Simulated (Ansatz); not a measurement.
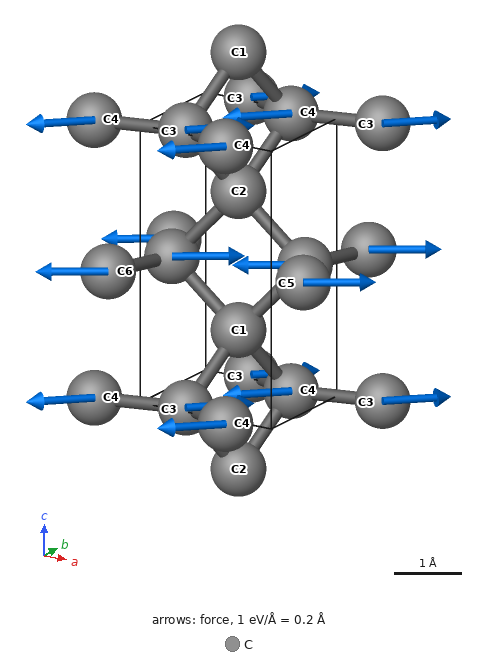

Starting geometry of crystalline C (a generated structure, set up in Cccm) (coarse preliminary run) with the computed forces as blue arrows. Style: ball-and-stick. Shown: the cell of the calculation, slightly off an axis.

Theory: DFT PBE, scalar-relativistic, plane waves, PAW in Ansatz 0.2.0.

Input
```yaml
crystal:
  lattice:
    - [1.50133834, -2.58189229, 0.0]
    - [1.50133834, 2.58189229, 0.0]
    - [0.0, 0.0, 4.22412775]
  atoms:
    - { symbol: C, position: [0.5, 0.5, 0.25] }
    - { symbol: C, position: [0.5, 0.5, 0.75] }
    - { symbol: C, position: [0.30325277, 0.09165407, 0.0] }
    - { symbol: C, position: [0.69674723, 0.90834593, 0.0] }
    - { symbol: C, position: [0.09165407, 0.30325277, 0.5] }
    - { symbol: C, position: [0.90834593, 0.69674723, 0.5] }
basis:
  ecutwfc: 420
kpoints:
  mp_grid: { grid: [6, 6, 4] }
hamiltonian:
  xc: pbe
scf:
  occupations: { method: gaussian, width: 0.1 }
  lower_state_search: "off"
output:
  forces: true
  stress: true
  eigenvalues: true
relax:
  adjacent_minimum: "off"
  f_tol: 0.04
  max_steps: 70
  cell: { stress_tol: 0.4 }
```

Command:
```bash
ansatz run input.yaml --threads 1 --pin off --max-ram 2560MiB --backend cpu --events-out ev --progress --plain --runs-dir out
```

What follows when this structure is relaxed?

It isn't relaxed: the largest force vector, on C atoms, is 5.48 eV/Å. The atoms end up moving mostly along the starting forces (cosine between the two patterns 0.89). The largest moves relative to the cell, 0.75 Å, are those of C3, C4, C5 and C6. C4 goes along [−2 −1 0]. The drawn cell changes as follows: a = b 2.987 → 3.438 Å (+15.1 %), c 4.224 → 4.459 Å (+5.6 %), γ 119.6° → 91.4°; the volume changes by +60.9 %. Some distances before and after: C3–C4 1.612 → 3.644 Å, C3–C4 (another image) 1.522 → 1.332 Å, C1–C3 1.496 → 1.533 Å. Bond angles that change, for instance: C1–C3–C4 103.4° → 133.4°, C3–C1–C5 105.2° → 122.3°, C3–C1–C6 137.2° → 121.5°. The space group stays Cccm (No. 66). The energy falls by 1023 meV per atom in 21 accepted moves (25 points after the start). Largest force component: 5.4 eV/Å at the start, 0.001 eV/Å at the end. The pressure goes from 64.20 to 0.05 GPa. At 4 points the geometry stayed and the basis and grid were re-selected for the new cell (energy shift of 58.8 meV per atom at most each time).
